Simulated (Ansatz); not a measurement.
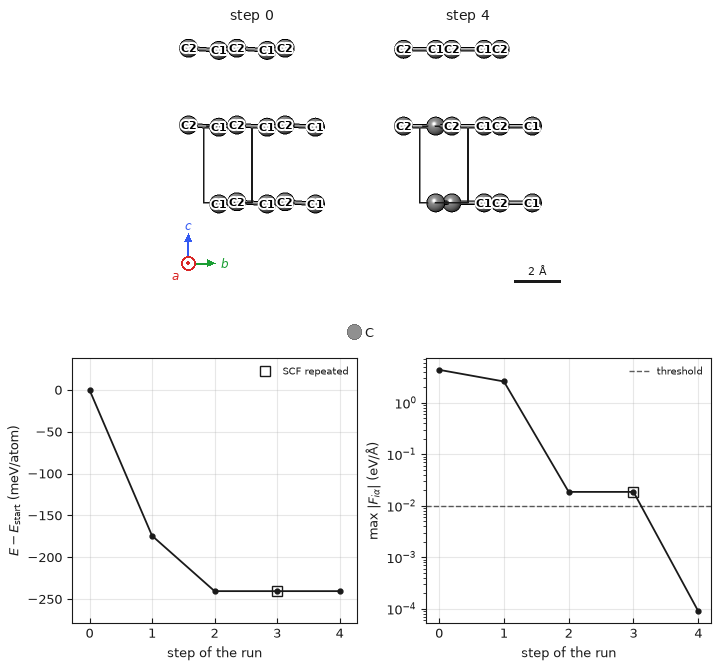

First and last geometry of a relaxation of crystalline C (set up in P-1), with the history of the run. Style: ball-and-stick. Shown: the cell of the calculation, reduced to other axes, repeated 1 × 2 × 2 with one cell outlined, along the a axis. Lengths and directions refer to the drawn axes.

Case: all atoms moved at random, sigma 0.05 Å for each component; relaxed back.

All numbers below come from DFT PBE+D3(BJ), scalar-relativistic, plane waves, PAW (Ansatz 0.2.0).

Input
```yaml
crystal:
  lattice:
    - [0.0, 2.1341717713, 3.3921351652]
    - [1.2328129398, 0.0, 3.3921351652]
    - [1.2328129398, 2.1341717713, 0.0]
  atoms:
    - { symbol: C, position: [0.1441802298, 0.8700957889, 0.1690972018] }
    - { symbol: C, position: [0.8558197702, 0.1299042111, 0.8309027982] }
basis:
  ecutwfc: 420
kpoints:
  mp_grid: { grid: [16, 16, 16] }
hamiltonian:
  xc: pbe
  dispersion: d3bj
scf:
  occupations: { method: gaussian, width: 0.03 }
output:
  forces: true
  stress: true
  eigenvalues: true
relax:
  adjacent_minimum: "off"
  f_tol: 0.01
  max_steps: 80
```

Launched with:
```bash
ansatz run input.yaml --threads 1 --pin off --max-ram 2560MiB --backend cpu --events-out ev --progress --plain --runs-dir out
```

Q: Read the history and describe the run.

A: It converged. The energy falls by 240 meV per atom in 3 accepted moves (4 points after the start). The largest force component goes from 4.4 to under 0.0001 eV/Å. 1 step only repeated the SCF at the same geometry. The largest moves, 0.081 Å, are those of C1 and C2. C1 goes along [0 3 2]. The cell stays as it was. Some distances before and after: C1–C2 1.553 → 1.423 Å, C1–C2 (another image) 1.344 → 1.423 Å, C1–C2 (another image) 1.391 → 1.423 Å. Among the angles between lasting bonds that change: C2–C1–C2 128.6° → 120.0°, C2–C1–C2 113.6° → 120.0°, C2–C1–C2 116.4° → 120.0°. The space group (tolerance 0.01 Å) goes from P-1 (No. 2) to Fmmm (No. 69). The run took 37 s on 1 thread of AMD EPYC 9R45 96-Core Processor (Zen 5), on a shared host, peak memory 0.71 GiB.
